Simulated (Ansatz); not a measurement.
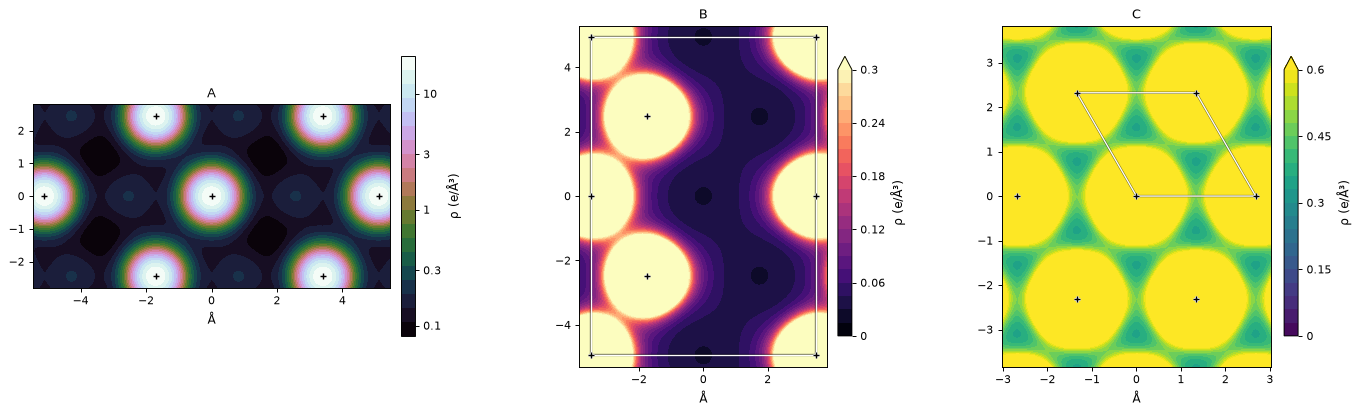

The valence pseudo-density of 3 systems, each on a plane through atoms (crosses mark nuclei in the plane).

Method: DFT, revPBE, plane waves (420 eV) with PAW, scalar-relativistic in Ansatz 0.2.0.

System 1: La, the (110) plane of the conventional cell. Space group Fd-3m; set up as La, diamond; a generated structure, not necessarily the stable one; changed on purpose from its base cell (volume × 1.12); computed pressure about −3 GPa in this cell.

System 2: Ir, the (001) plane of the conventional cell. Space group P6₃/mmc; set up as Ir, hcp; a generated structure, not necessarily the stable one; changed on purpose from its base cell (volume × 0.92); computed pressure about 34 GPa in this cell; computed without spin polarisation.

```cif
data_structure
_symmetry_space_group_name_H-M 'P 1'
_symmetry_Int_Tables_number 1
_cell_length_a 2.6810
_cell_length_b 2.6810
_cell_length_c 4.3478
_cell_angle_alpha 90.000
_cell_angle_beta 90.000
_cell_angle_gamma 120.000
_cell_volume 27.06
loop_
_atom_site_label
_atom_site_type_symbol
_atom_site_fract_x
_atom_site_fract_y
_atom_site_fract_z
_atom_site_occupancy
Ir1 Ir 0.33333 0.66667 0.25000 1
Ir2 Ir 0.66667 0.33333 0.75000 1
```

System 3: Ag, the (100) plane of the conventional cell. Space group C2/c; set up as Ag, beta-Sn type; a generated structure, not necessarily the stable one; changed on purpose from its base cell (volume × 1.0).

```yaml
crystal:
  lattice:
    - [0.35344, 0.35344, -2.90854]
    - [3.60960, -3.60960, 0.00000]
    - [-3.41607, -3.41607, -0.80694]
  atoms:
    - { symbol: Ag, position: [0.50000, 0.66699, 0.75000] }
    - { symbol: Ag, position: [0.00000, 0.16699, 0.75000] }
    - { symbol: Ag, position: [0.50000, 0.33301, 0.25000] }
    - { symbol: Ag, position: [0.00000, 0.83301, 0.25000] }
```

Q: Which map belongs to which system?

A: Panel A is system 3, Ag: the plane holds Ag. Panel B is system 1, La: the plane holds La. La–La (3.03 Å): ρ is about 0.24 e/Å³ halfway. Panel C is system 2, Ir: the plane holds Ir. Ir–Ir (2.68 Å): ρ at the midpoint is about 0.48 e/Å³.
